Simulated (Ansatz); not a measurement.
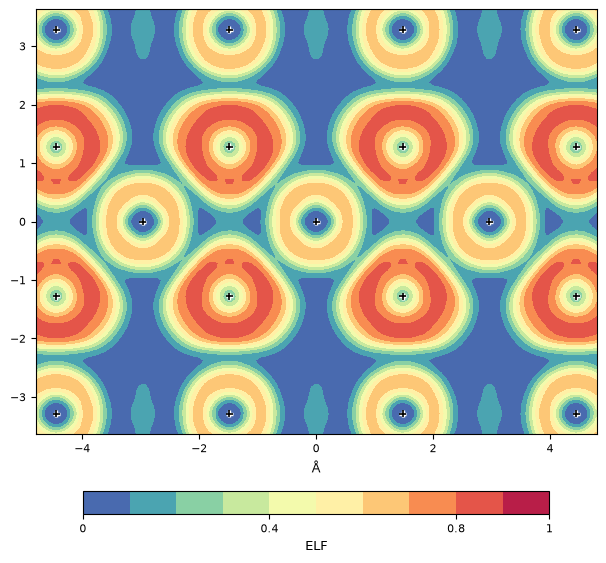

The ELF on a plane through atoms (crosses mark nuclei in the plane).

The calculation used DFT PBE, scalar-relativistic, plane waves, PAW (Ansatz 0.2.0).

Candidates:
A. Si, a = 5.47 Å, b = 5.47 Å, c = 5.47 Å, α = 90.00°, β = 90.00°, γ = 90.00°. Space group Fd-3m; a structure from a database of computed crystals, not necessarily the ambient phase.
B. HfO2, a = 5.10 Å, b = 5.10 Å, c = 5.10 Å, α = 90.00°, β = 90.00°, γ = 90.00°. Space group Fm-3m.
C. TiO2, a = 4.64 Å, b = 4.64 Å, c = 2.96 Å, α = 90.00°, β = 90.00°, γ = 90.00°. Space group P4₂/mnm; a structure from a database of computed crystals, not necessarily the ambient phase; computed without spin polarisation.

> Which candidate gave the map?

Candidate C: TiO2 on the (11̄0) plane of the conventional cell, which holds Ti and O. Ti–O (1.96 Å): the ELF peaks at about 0.80 in the valence shell of O, 0.6 Å from its nucleus, and is about 0.20 at the midpoint (no localised pair shows between them). Ti–O (2.00 Å): the ELF peaks at about 0.85 in the valence shell of O, 0.6 Å from its nucleus, and is about 0.20 at the midpoint: no shared electron pair shows on this line.
